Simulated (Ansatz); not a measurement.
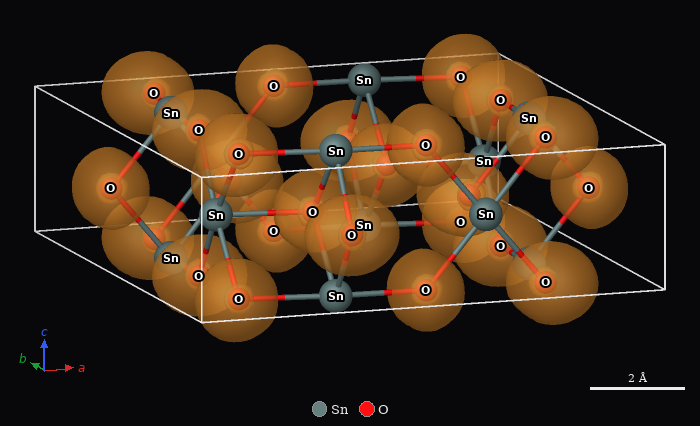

*SnO2. Isosurface of the ELF at 0.65 (orange), seen slightly off an axis. Only the valence region is drawn (cores and ρ < 0.01 e/Å³ removed). Sticks mark near contacts.*

Space group I4/m; a structure from a database of computed crystals, not necessarily the ambient phase.

Level of theory: Ansatz 0.2.0, Kohn-Sham DFT of a periodic cell, RPBE with D3(BJ), Ansatz PAW.

> Describe the localisation domains.

The ELF exceeds this value in 16 regions wrapped around O (the valence shell of each), counted in one cell of 24 atoms. Any copies at cell faces, edges or corners count once.

Values along the shortest contacts:
Sn–O (2.03 Å): the ELF peaks at about 0.80 in the valence shell of O, 0.6 Å from its nucleus, and is about 0.25 at the midpoint; no localised pair shows between them. Sn–O (2.09 Å): the ELF peaks at about 0.80 in the valence shell of O, 0.6 Å from its nucleus, and is about 0.25 at the midpoint: no shared electron pair shows on this line.
